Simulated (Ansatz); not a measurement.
Zr5S9 (cell with a defect)

Input

```
crystal:
  lattice:
    - [5.5278124674, 3.1914840161, 6.7579086874]
    - [-5.5278124674, 3.1914840161, 6.7579086874]
    - [0.0, -6.3829680322, 6.7579086874]
  atoms:
    - { symbol: Zr, position: [1.0, 0.3333333333, 0.6666666667] }
    - { symbol: Zr, position: [1.0, 0.6666666667, 0.3333333333] }
    - { symbol: Zr, position: [0.3333333333, 0.0, 0.6666666667] }
    - { symbol: Zr, position: [-3.12769e-05, 0.0103840881, -0.0045199528] }
    - { symbol: Zr, position: [0.3341389618, 0.3407441137, 0.3277904338] }
    - { symbol: Zr, position: [0.6666666667, 0.6666666667, 0.6666666667] }
    - { symbol: Zr, position: [0.3333333333, 0.6666666667, 0.0] }
    - { symbol: Zr, position: [0.6666666667, 0.0, 0.3333333333] }
    - { symbol: Zr, position: [0.6666666667, 0.3333333333, 0.0] }
    - { symbol: S, position: [0.4841167653, 0.4841167653, 0.8174500986] }
    - { symbol: S, position: [0.4841167653, 0.8174500986, 0.4841167653] }
    - { symbol: S, position: [0.8174500986, 0.1507834319, 0.8174500986] }
    - { symbol: S, position: [0.491454226, 0.1602849639, 0.1483264045] }
    - { symbol: S, position: [0.8174500986, 0.4841167653, 0.4841167653] }
    - { symbol: S, position: [0.1507834319, 0.8174500986, 0.8174500986] }
    - { symbol: S, position: [0.8174500986, 0.8174500986, 0.1507834319] }
    - { symbol: S, position: [0.1448492349, 0.1427440854, 0.4827596249] }
    - { symbol: S, position: [0.1407534857, 0.5061854222, 0.1452807081] }
    - { symbol: S, position: [0.1825499014, 0.5158832347, 0.5158832347] }
    - { symbol: S, position: [0.1699188935, 0.8507510725, 0.1903768044] }
    - { symbol: S, position: [0.5158832347, 0.1825499014, 0.5158832347] }
    - { symbol: S, position: [0.1901394911, 0.1649327874, 0.8593839286] }
    - { symbol: S, position: [0.5158832347, 0.5158832347, 0.1825499014] }
    - { symbol: S, position: [0.8492165681, 0.8492165681, 0.5158832347] }
    - { symbol: S, position: [0.5158832347, 0.8492165681, 0.8492165681] }
    - { symbol: S, position: [0.8311584007, 0.1817292312, 0.1898301505] }
    - { symbol: S, position: [0.8492165681, 0.5158832347, 0.8492165681] }
    - { symbol: Zr, position: [0.1649922327, 0.1768889019, 0.1714799341] }
  host:
    lattice:
      - [3.6852083116, 0.0, 0.0]
      - [-1.8426041558, 3.1914840161, 0.0]
      - [0.0, 0.0, 6.7579086874]
    atoms:
      - { symbol: Zr, position: [0.0, 0.0, 0.0] }
      - { symbol: S, position: [0.6666666667, 0.3333333333, 0.7856836291] }
      - { symbol: S, position: [0.3333333333, 0.6666666667, 0.2143163709] }
basis:
  ecutwfc: 420
  xc_grid: 2
kpoints:
  mp_grid: { grid: [2, 2, 2], shift: [0.5, 0.5, 0.5] }
hamiltonian:
  xc: pbe
scf:
  occupations: { method: gaussian, width: 0.01 }
output:
  forces: true
  stress: false
  eigenvalues: true
  charged_corrections:
    defect_position: [0.16666667, 0.16666667, 0.16666667]
    epsilon: [[53.0185, 0.0, 0.0], [0.0, 53.0185, 0.0], [0.0, 0.0, 3.7275]]
  write_density: true
  write_potential: true
  elf: true
  volumetric_format: npy
relax:
  adjacent_minimum: "off"
  f_tol: 0.025
  max_steps: 45
```

Launched as:

```sh
ansatz run input.yaml --threads 4 --pin off --max-ram 10240MiB --backend cpu --events-out ev --progress --plain --runs-dir out
```

The fields are those of the run's last geometry, not of the input's.

All numbers below come from DFT PBE, scalar-relativistic, plane waves, PAW (Ansatz 0.2.0).

The density is the valence pseudo-density of a PAW calculation; it isn't the true density close to the nuclei.

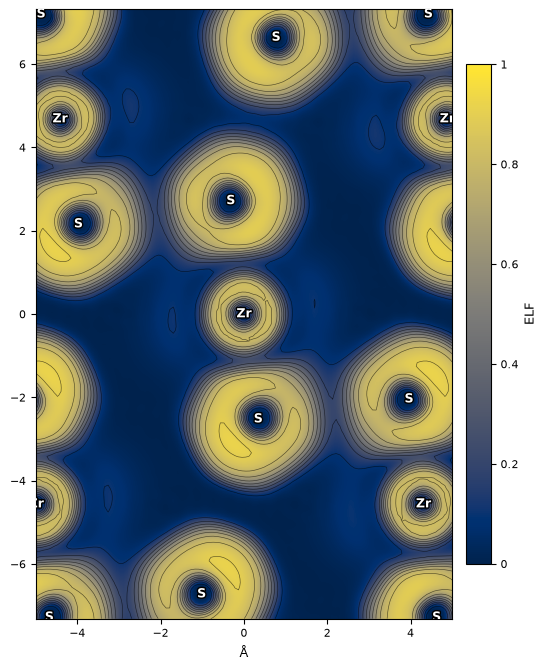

Figure 1. Electron localisation function on the (101̄) plane of the calculation cell.

**Read the bonding off the picture.**

The plane passes through Zr and S nuclei. Zr–S (2.55 Å): the ELF peaks at about 0.85 in the valence shell of S, 0.8 Å from its nucleus, and is about 0.40 at the midpoint. Zr–S (2.56 Å): the ELF peaks at about 0.85 in the valence shell of S, 0.8 Å from its nucleus, and is about 0.40 at the midpoint. Zr–S (2.74 Å): the ELF peaks at about 0.85 in the valence shell of S, 0.8 Å from its nucleus, and is about 0.30 at the midpoint. The features right at Zr lie inside the PAW spheres, where the map follows smoothed inner orbitals and isn't to be read closely.

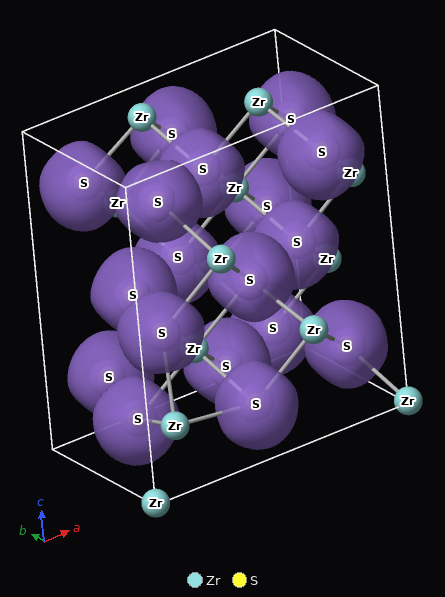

Figure 2. Isosurface of the electron localisation function at 0.7 (purple), seen slightly off an axis. Only the valence region is drawn (cores and ρ < 0.01 e/Å³ removed). Sticks mark near contacts.

**Describe the localisation domains.**

At this value the surface marks out 18 regions wrapped around S (the valence shell of each), counted in one cell of 28 atoms. Any copies at cell faces, edges or corners count once.


Zr–S (2.54 Å): the ELF peaks at about 0.85 in the valence shell of S, 0.8 Å from its nucleus, and is about 0.40 at the midpoint. Zr–S (2.58 Å): the ELF peaks at about 0.85 in the valence shell of S, 0.8 Å from its nucleus, and is about 0.35 at the midpoint.

**Does the calculation give a band gap?**

It is metallic or semimetallic at this level of theory: no gap opens.
